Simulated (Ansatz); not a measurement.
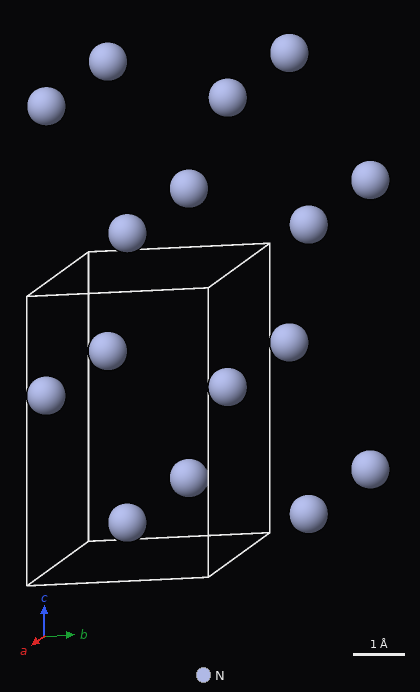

This is a symmetric starting cell of N. The picture is a ball-and-stick view of the cell of the calculation, repeated 2 × 2 × 2 with one cell outlined, seen slightly off an axis.

The calculation used DFT PBE, scalar-relativistic, plane waves, PAW (Ansatz 0.2.0). Set-up: plane-wave cutoff 420 eV; k-point mesh 15 × 15 × 8; occupations gaussian; smearing width 0.1 eV; no spin polarisation.

The variant: The cell is strained by −4.6 % along c and +1.4 % across it (volume −2.0 %), the atoms keeping their fractional coordinates. No relaxation follows. The starting cell wasn't computed here and needn't be at equilibrium, so pressure and forces aren't due to the change alone.

Question: What is the effect?

Answer: The pressure is −7.5 GPa (not all of it need come from the change, since the unchanged cell can be under pressure at this level too). The principal stresses (compression positive) are −8.6 GPa along c and −6.9 GPa across it. All forces vanish by symmetry. The space group stays P6_3/mmc (No. 194).

Drawn alike, the variant:

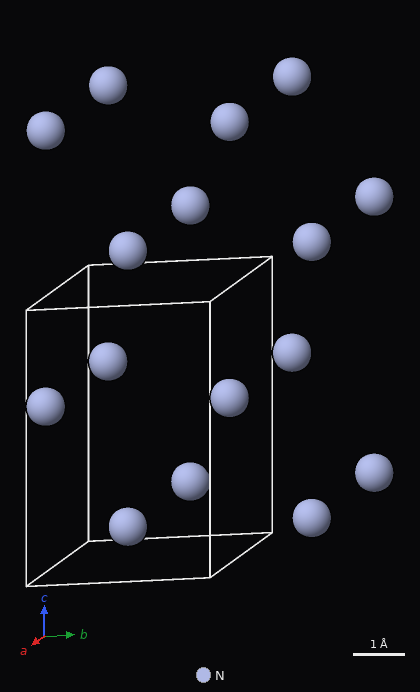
